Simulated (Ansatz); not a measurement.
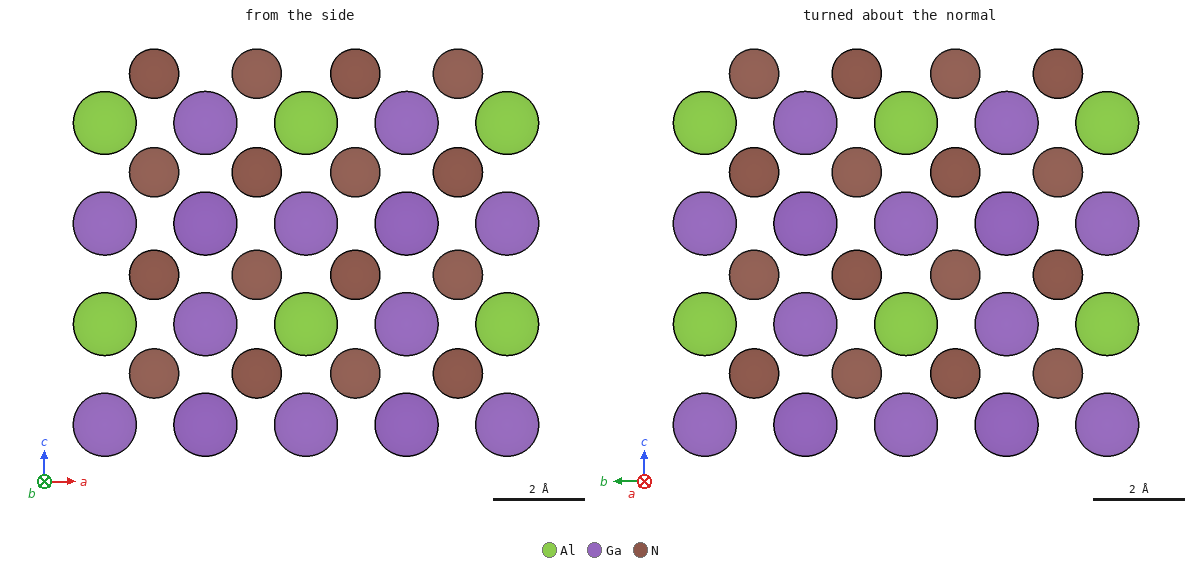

A spheres-only picture of a periodic slab, seen from the side and turned about the normal. The surface normal points up in side views; the vacuum is left out. 2×2 cells are drawn in the plane, with atoms at the edges repeated.

The cell holds 2 Al, 6 Ga, 8 N.

Question: Give the termination of both faces.

Answer: The top face ends in N, the bottom face in Ga. The faces differ, so the slab can carry a dipole.

Question: What is the slab's thickness, atom centre to atom centre?

Answer: About 8 Å from the lowest to the highest atom.

Question: What layers make up the slab, from top to bottom?

Answer: Eight planes: N / AlGa / N / Ga / N / AlGa / N / Ga.

Provenance: a structure listed in the Materials Project. The cell was then strained or its atoms displaced on purpose. It went into a calculation with Ansatz.

At this level of theory the run's own cell isn't at rest (forces up to 2.2 eV/Å), so its distances can differ from those at equilibrium, the more so the softer the solid.
